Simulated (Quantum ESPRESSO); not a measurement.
**A series of single points on TaN**

System: TaN (P-6m2, 2 atoms in the cell).
Method: Kohn-Sham DFT of a periodic cell, PBE, SSSP 1.3 efficiency PBE, no spin polarisation (Quantum ESPRESSO 7.5).

The 7 runs differ only in the geometry, by an even scaling of the cell at fixed fractional positions. The structure derives from an entry of the Crystallography Open Database.

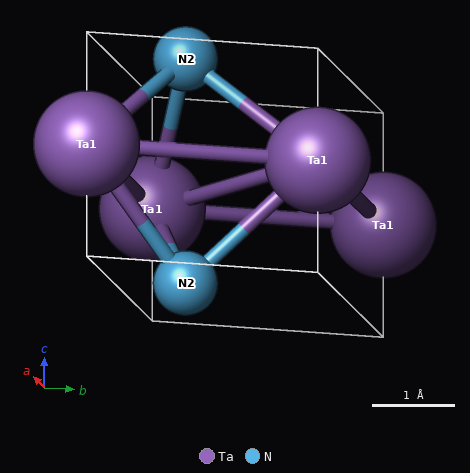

Figure 1. The structure of run 4 (ball-and-stick view of the cell of the calculation, seen at an oblique angle; atoms are numbered from 1 in the order of the input).

## Input of run 4
```
&CONTROL
  calculation = 'scf'
  prefix = 'pwscf'
  outdir = './tmp'
  pseudo_dir = './pseudo'
  tprnfor = .true.
  tstress = .true.
  disk_io = 'nowf'
/
&SYSTEM
  ibrav = 0
  nat = 2
  ntyp = 2
  ecutwfc = 60
  ecutrho = 480
  nbnd = 15
  occupations = 'smearing'
  smearing = 'fd'
  degauss = 0.00367493
/
&ELECTRONS
  conv_thr = 4d-10
  electron_maxstep = 120
  mixing_beta = 0.5
/
ATOMIC_SPECIES
Ta   180.9479 Ta_pbe_v1.uspp.F.UPF
N     14.0070 N.pbe-n-radius_5.UPF
CELL_PARAMETERS angstrom
   2.9380000000    0.0000000000    0.0000000000
  -1.4690000000    2.5443826363    0.0000000000
   0.0000000000    0.0000000000    2.8830000000
ATOMIC_POSITIONS crystal
Ta     0.0000000000    0.0000000000    0.5000000000
N      0.6666666667    0.3333333333    0.0000000000
K_POINTS automatic
10 10 9 0 0 0
```

Command:
```bash
OMP_NUM_THREADS=1 pw.x -in pw.in > pw.out
```

Run 2 differs from it as follows:
```diff
-   2.9380000000    0.0000000000    0.0000000000
-  -1.4690000000    2.5443826363    0.0000000000
-   0.0000000000    0.0000000000    2.8830000000
+   2.8982924298    0.0000000000    0.0000000000
+  -1.4491462149    2.5099948717    0.0000000000
+   0.0000000000    0.0000000000    2.8440357641
```

## Results, with one run withheld

```csv
run,volume per atom (Å³),"free energy per atom, from the lowest run given (meV)",pressure (GPa)
1,10.129,68.60,29.68
2,10.345,?,?
3,10.560,12.77,11.93
4,10.776,1.55,4.37
5,10.991,0.00,−2.43
6,11.207,7.12,−8.55
7,11.422,22.06,−14.05
```

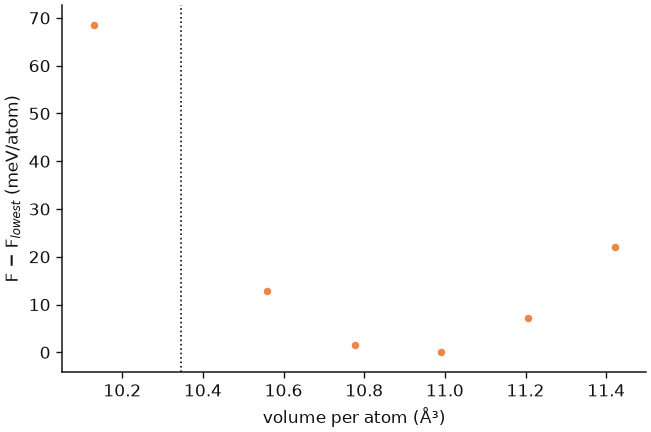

Figure 2. Free energy per atom of the runs given; the dotted line marks run 2.

Estimate the energy of run 2 from the others.

A cubic polynomial in V^(−2/3) (the Birch–Murnaghan form), fitted to the 6 runs given, misses them by at most 0.02 meV per atom. With x = V^(−2/3) − 0.20425 Å⁻², it reads F = 0.23363 + 1358.1 x + 6.3052e+05 x² + 4.9864e+05 x³ (meV per atom). At run 2 it gives 34.66 meV per atom, and the run itself gives 34.72. The slope of the fit gives a pressure −dF/dV of 20.57 GPa there, and the run prints 20.33 GPa. The two needn't agree exactly: the fit is approximate, and the printed stress is taken on a finite basis. The fit has its minimum at 10.920 Å³ per atom, where V d²F/dV² gives 339 GPa. Cell shape and fractional positions are held, so this is the stiffness under even scaling; the relaxed bulk modulus wasn't computed.

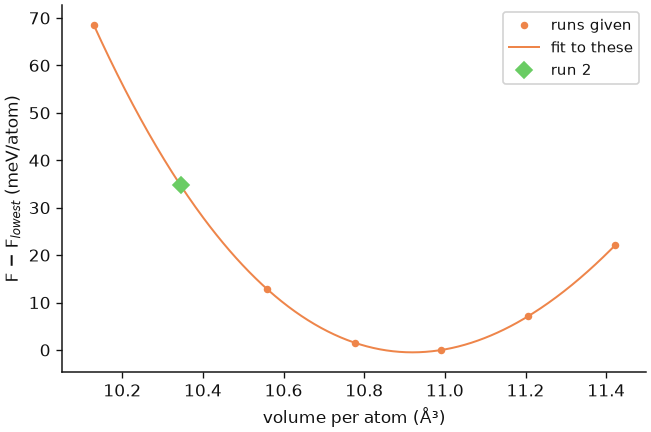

Figure 3. The fit and the withheld run.

## Some lines of the output (run 2)
```
[...]
     unit-cell volume          =     139.6197 (a.u.)^3
     number of k points=    70  Fermi-Dirac smearing, width (Ry)=  0.0037
     total energy              =    -162.08895698 Ry
     total energy              =    -162.20206424 Ry
     total energy              =    -162.23735456 Ry
     total energy              =    -162.23777484 Ry
     total energy              =    -162.23778225 Ry
     total energy              =    -162.23778373 Ry
     total energy              =    -162.23778376 Ry
     the Fermi energy is    21.2317 ev
!    total energy              =    -162.23778376 Ry
     The total energy is F=E-TS. E is the sum of the following terms:
     Computing stress (Cartesian axis) and pressure
          total   stress  (Ry/bohr**3)                   (kbar)     P=      203.35
```

Notes on the run: negative rho. Spin–orbit coupling is left out, which matters for Ta.
